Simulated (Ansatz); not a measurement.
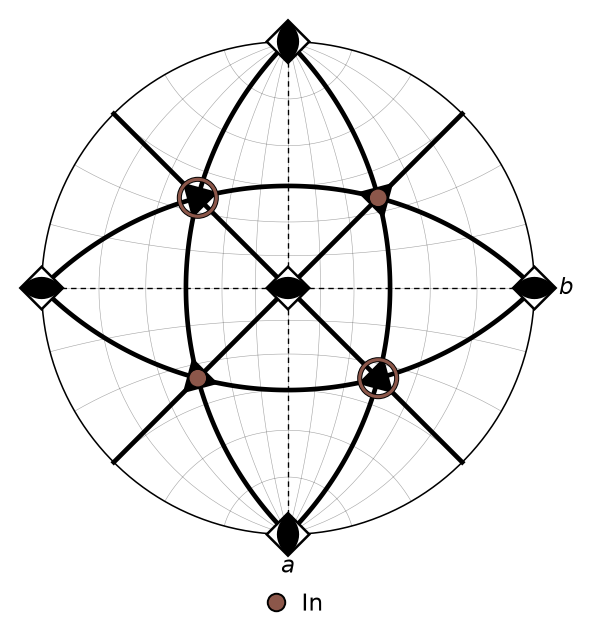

Crystal: InP, coordinates from a relaxation with DFT PBEsol, scalar-relativistic, plane waves, PAW in Ansatz. Directions from one phosphorus atom at (1/4, 1/4, 1/4) to its bonded neighbours, in stereographic projection down c (filled: above the plane of the page or in it, open: below). Symmetry computed with spglib at a tolerance of 0.002 Å; standard conventional cell.

Neighbours are counted up to 3.04 Å for In. The symmetry elements of the site are drawn in: heavy lines are mirror planes (a heavy rim: a mirror in the plane of the page); lens, triangle, square and hexagon are 2-, 3-, 4- and 6-fold axes, a lens in an open square is −4, a triangle in an open hexagon −6; thin dashed diameters join the ends of axes that lie in the page; a small open circle marks inversion.

```cif
data_structure
_symmetry_space_group_name_H-M 'P 1'
_symmetry_Int_Tables_number 1
_cell_length_a 5.8782
_cell_length_b 5.8782
_cell_length_c 5.8782
_cell_angle_alpha 90.000
_cell_angle_beta 90.000
_cell_angle_gamma 90.000
_cell_volume 203.11
loop_
_atom_site_label
_atom_site_type_symbol
_atom_site_fract_x
_atom_site_fract_y
_atom_site_fract_z
_atom_site_occupancy
In1 In 0.00000 0.00000 0.00000 1
P1 P 0.25000 0.25000 0.25000 1
In2 In 0.00000 0.50000 0.50000 1
P2 P 0.25000 0.75000 0.75000 1
In3 In 0.50000 0.00000 0.50000 1
P3 P 0.75000 0.25000 0.75000 1
In4 In 0.50000 0.50000 0.00000 1
P4 P 0.75000 0.75000 0.25000 1
```

Q: How many neighbours are there, and at what angles?

A: 4: 4 In at 2.55 Å. Angles between bonds: 109° (6×).

Q: What is the site's symmetry in the crystal?

A: Point group -43m (Td), order 24: three −4 axes, four threefold axes, six mirror planes. In F-43m, No. 216 this is Wyckoff position 4c.
